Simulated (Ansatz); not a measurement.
**Mg4Se: density, localisation and related maps**

The calculation's input:

```
crystal:
  lattice:
    - [3.2475896892, -5.666230977, 0.0]
    - [3.2475896892, 5.666230977, 0.0]
    - [0.0, 0.0, 6.3664128729]
  atoms:
    - { symbol: Mg, position: [0.482315137, 0.2157145503, 0.8268336782] }
    - { symbol: Mg, position: [0.517684863, 0.7842854497, 0.8268336782] }
    - { symbol: Mg, position: [0.982315137, 0.7157145503, 0.6731663218] }
    - { symbol: Mg, position: [0.7842854497, 0.517684863, 0.1731663218] }
    - { symbol: Mg, position: [0.7157145503, 0.982315137, 0.3268336782] }
    - { symbol: Mg, position: [0.2157145503, 0.482315137, 0.1731663218] }
    - { symbol: Mg, position: [0.2842854497, 0.017684863, 0.3268336782] }
    - { symbol: Mg, position: [0.017684863, 0.2842854497, 0.6731663218] }
    - { symbol: Se, position: [0.0, 0.0, 0.0] }
    - { symbol: Se, position: [0.5, 0.5, 0.5] }
basis:
  ecutwfc: 420
kpoints:
  mp_grid: { grid: [6, 6, 6] }
hamiltonian:
  xc: pbe
scf:
  occupations: { method: gaussian, width: 0.1 }
output:
  forces: true
  stress: true
  eigenvalues: true
  write_density: true
  write_potential: true
  elf: true
  volumetric_format: npy
relax:
  adjacent_minimum: "off"
  f_tol: 0.01
  max_steps: 80
  cell: { stress_tol: 0.05 }
```

Launched as:

```sh
ansatz run input.yaml --threads 1 --pin off --max-ram 2560MiB --backend cpu --events-out ev --progress --plain --runs-dir out
```

Below, planes, directions and counts refer to the conventional cell (a = 6.53 Å, b = 11.69 Å, c = 6.27 Å, α = 90.00°, β = 90.00°, γ = 90.00°).

The fields are those of the relaxed geometry.

Space group Ccce; a structure from a database of computed crystals, not necessarily the ambient phase; a generated structure, not necessarily the stable one.

All numbers below come from DFT PBE, scalar-relativistic, plane waves, PAW in Ansatz 0.2.0.

Core electrons are frozen (PAW), and the valence fields are smoothed inside the atomic spheres.

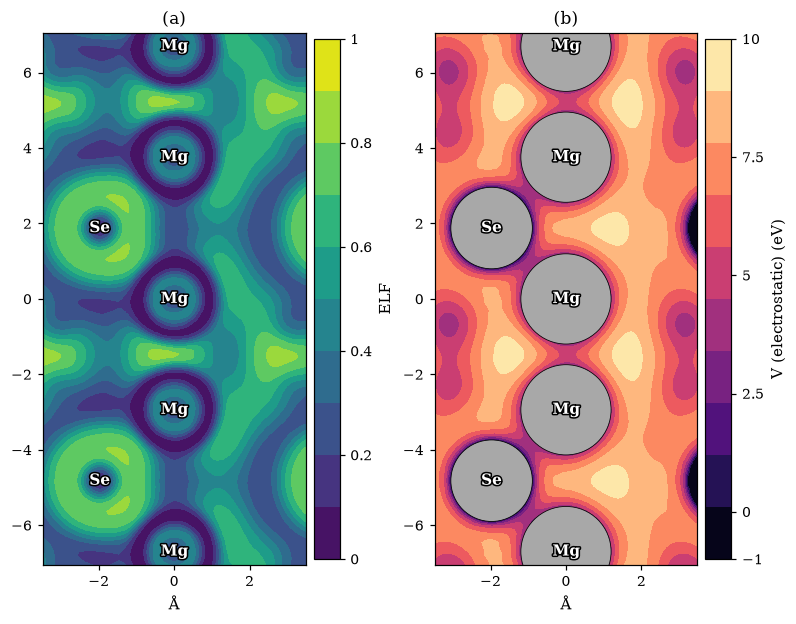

Figure 1. (a) ELF; (b) electrostatic potential energy of an electron on the (110) plane of the conventional cell. Grey discs cover the atomic cores in the potential map.

Question: What do the fields say about this system?

Answer: Atoms in the plane: Mg and Se. Mg–Se (2.72 Å): the ELF is about 0.70 at the midpoint. Outside the cores the potential energy rises away from the atoms and is highest about 2.1 Å from the nearest atoms; its zero is arbitrary.

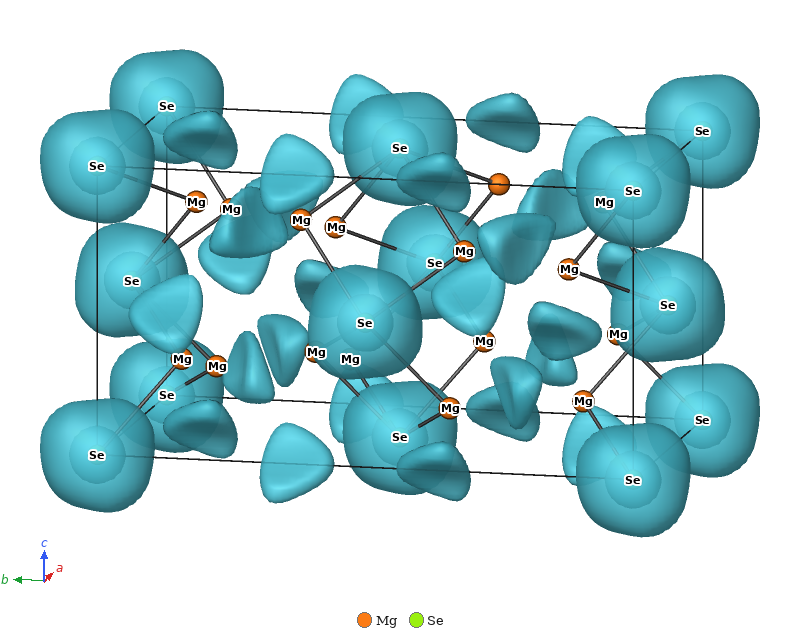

Figure 2. Isosurface of the electron localisation function at 0.7 (cyan), seen at an oblique angle. Core shells and regions of very low density are left out. Sticks mark near contacts.

Question: Where are the electrons localised?

Answer: The surface consists of four regions wrapped around Se (the valence shell of each) and 16 pockets between the atoms, centred on no nucleus (multi-centre or interstitial), counted in one cell of 20 atoms. Any copies at cell faces, edges or corners count once.


 Mg–Se (3.06 Å): the ELF is about 0.45 at the midpoint.

Question: Metal or insulator at this level of theory?

Answer: It is gapless in this calculation (a metal or semimetal).
